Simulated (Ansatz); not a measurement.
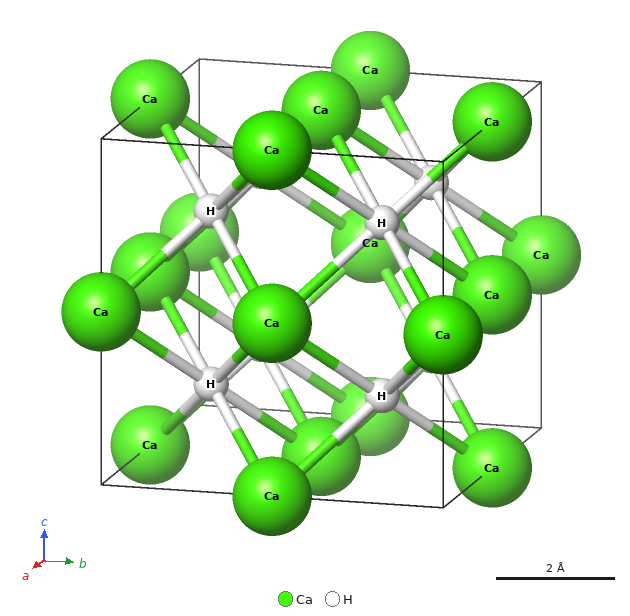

The figure gives a ball-and-stick picture of the atoms, viewed slightly off an axis. The frame is the conventional unit cell; atoms at its boundary are shown with their periodic copies. Cell: a = 6.08 Å, b = 6.08 Å, c = 6.08 Å, α = 90.00°, β = 90.00°, γ = 90.00°.

Starting structure: a random cell made by a generator, so it need not be a real form of the compound. Earlier steps of the study may have refined or changed the cell and positions. An electronic-structure calculation with Ansatz was run on it.

**Caption:**

The solid is Ca$_{3}$H$_{4}$. It is body-centred cubic, space group Im-3m (No. 229). Cell content 6 Ca, 8 H; Z = 2. Around each Ca lie eight H in a cubic arrangement at about 2.6 Å. About every H there are six Ca at about 2.6 Å. The bonds build a three-dimensional framework.

Computational set-up: DFT PBE, scalar-relativistic, plane waves, PAW (Ansatz 0.2.0), a basis cut at 420 eV, k-points about 0.15 Å⁻¹ apart, Gaussian smearing of 0.1 eV, no spin polarisation.

**Classify it as metallic or gapped, with the value.**

A metal: bands cross the Fermi level.

**List the Bader charges.**

Ca +1.11 e; H -0.83 e.

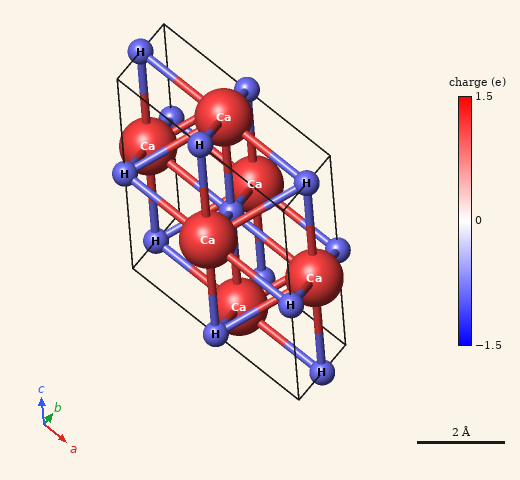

The atoms coloured by those charges. The run's cell of 7 atoms is drawn, so axes and origin can differ from the first picture.

**Do the forces and the stress vanish for this geometry?**

Yes. All forces vanish to within 0.01 eV/Å. The pressure is 0.0 GPa, close to zero.
